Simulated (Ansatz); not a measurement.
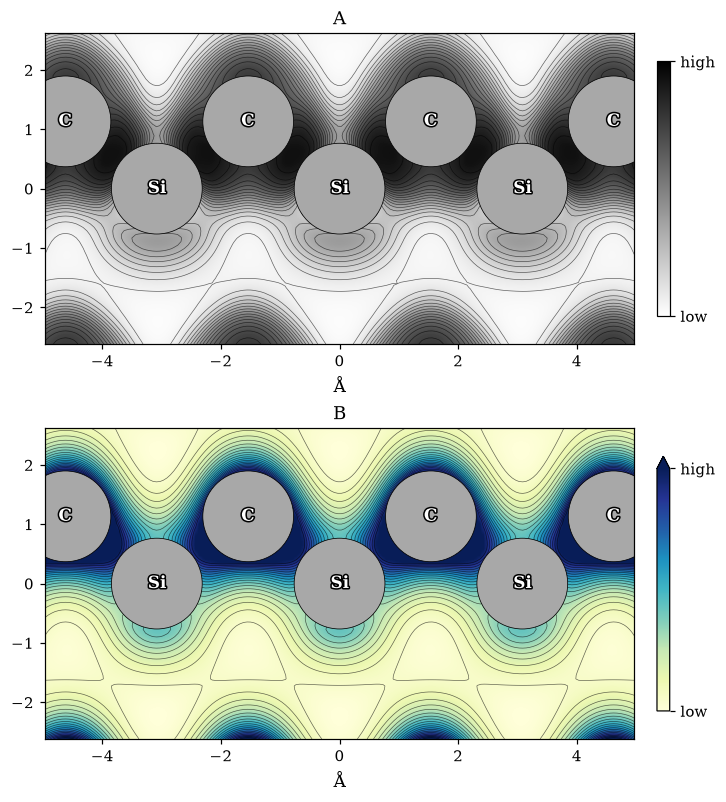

SiC: 2 fields on the (010) plane of the conventional cell, with unlabelled colour scales. Grey discs cover the atomic cores.

Space group I-4m2; started from the zincblende prototype, which need not be the ambient phase; changed on purpose from its base cell (uniaxial z strain +4.1%); computed pressure about −10 GPa in this cell.

Computed with Ansatz 0.2.0, DFT, HSE06, plane waves, PAW.

```
Si C
1.0
     2.17805    2.17805    0.00000
    -2.17805    2.17805    0.00000
     0.00000    0.00000    4.53514
Si C
2 2
Direct
  0.00000 0.00000 0.00000
  0.50000 0.50000 0.50000
  0.50000 0.00000 0.25000
  0.00000 0.50000 0.75000
```

Which field does each panel show? The fields are: electron localisation function and valence pseudo-density.

Panel A: electron localisation function. Panel B: valence pseudo-density. From the grid: Si–C (1.91 Å): the density is about 0.87 e/Å³ at the midpoint; the ELF peaks at about 0.95 between the atoms; a shared electron pair.
